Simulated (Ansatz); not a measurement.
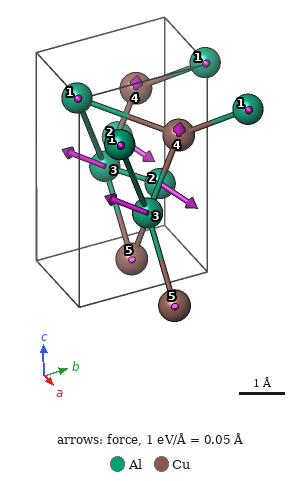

Starting geometry of a crystal of Al3Cu2 (set up in P1) with the computed forces as purple arrows. A ball-and-stick model of the cell of the calculation, repeated 2 × 1 × 1 with one cell outlined, seen slightly off an axis.

Case: all atoms moved at random, sigma 0.4 Å for each component, cell strained at random, sigma 0.01; relaxed back.

Level of theory: DFT LDA, scalar-relativistic, plane waves, PAW in Ansatz.

Input
```yaml
crystal:
  lattice:
    - [4.0349447929, -0.0002572732, -0.0030511259]
    - [-2.0176952016, 3.4833927811, 0.025590642]
    - [-0.0037102578, 0.0337909671, 4.8824695135]
  atoms:
    - { symbol: Al, position: [-0.0635345737, 0.0041780279, -0.0086505655] }
    - { symbol: Al, position: [0.1204054735, 0.5912936052, 0.5216376531] }
    - { symbol: Al, position: [0.6623039578, 0.3122405198, 0.5489259554] }
    - { symbol: Cu, position: [0.4048462827, 0.6412106728, 0.8101216121] }
    - { symbol: Cu, position: [0.8759788596, 0.4510771742, 0.1279653449] }
basis:
  ecutwfc: 420
kpoints:
  mp_grid: { grid: [12, 12, 8] }
hamiltonian:
  xc: lda
scf:
  occupations: { method: gaussian, width: 0.15 }
output:
  forces: true
  stress: true
  eigenvalues: true
relax:
  adjacent_minimum: "off"
  f_tol: 0.01
  max_steps: 80
  cell: { stress_tol: 0.1 }
```

Launched with:
```bash
ansatz run input.yaml --threads 2 --pin off --max-ram 5120MiB --backend cpu --events-out ev --progress --plain --runs-dir out
```

### What follows when this structure is relaxed?

It isn't relaxed: the largest force vector, on Al3, is 25.39 eV/Å. The final displacements follow the starting forces only in part (cosine between the two patterns 0.45). The largest move relative to the cell is that of Al2, 1.13 Å along [3 1 −2]. Largest moves by element: Al 1.13 Å, Cu 0.75 Å. The drawn cell changes as follows: a 4.035 → 4.056 Å (+0.5 %), b 4.026 → 4.055 Å (+0.7 %), c 4.883 → 4.932 Å (+1.0 %), α 89.3° → 90.0°, γ 120.1° → 120.0°; the volume changes by +2.4 %. Among the contacts that change: Al2–Cu5 3.883 → 2.527 Å, Al2–Cu5 (another image) 3.773 → 2.526 Å, Al2–Al3 1.616 → 2.766 Å, Al2–Cu4 3.632 → 2.512 Å. New bonds form: Al1–Cu4 (3.05 → 2.47 Å), Al1–Cu5 (3.35 → 2.47 Å), Al2–Cu4 (3.63 → 2.51 Å), Al2–Cu5 (3.77 → 2.53 Å). Bond angles that change, for instance: Al3–Al2–Cu4 118.1° → 57.9°, Cu4–Al2–Cu5 161.9° → 112.1°, Al3–Al2–Al3 142.5° → 94.3°. The space group (tolerance 0.01 Å) goes from P1 (No. 1) to P-3m1 (No. 164). After 10 accepted moves (11 points after the start) the energy has fallen by 2641 meV per atom. Largest force component: 20 eV/Å at the start, 0.0012 eV/Å at the end. The pressure goes from 62.21 to 0.01 GPa. The SCF was repeated once at an unchanged geometry on a basis and grid sized afresh for the cell, which shifted the energy by 0.2 meV per atom at most.
